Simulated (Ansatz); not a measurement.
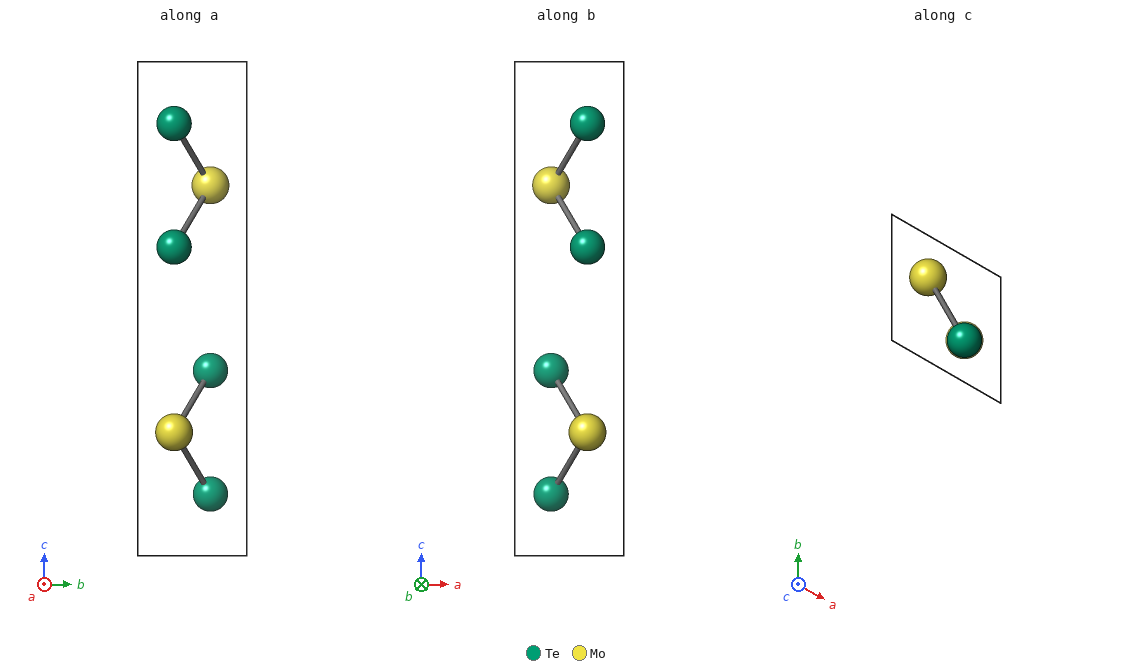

The figure gives a ball-and-stick picture of the atoms, viewed along the a axis, along the b axis and along the c axis. The wireframe shows the conventional unit cell.

Lattice parameters: a = 3.505 Å, b = 3.505 Å, c = 13.752 Å, α = 90.00°, β = 90.00°, γ = 120.00°.

> Reconstruct the structure as a table of Wyckoff sites.

Space group P6_3/mmc (No. 194).
```
atom  site       x       y       z
  Te    4f  0.3333  0.6667  0.1250
  Mo    2d  0.3333  0.6667  0.7500
```

The model is a generated cell, made by putting these elements into a known structure type (the compound may or may not exist in this form); its atoms and cell weren't optimised. Ansatz was used for an electronic-structure calculation on it.

At this level of theory the cell isn't at rest (compressed, at 6 GPa and forces up to 1.1 eV/Å), so its distances can differ from those at equilibrium, the more so the softer the solid.
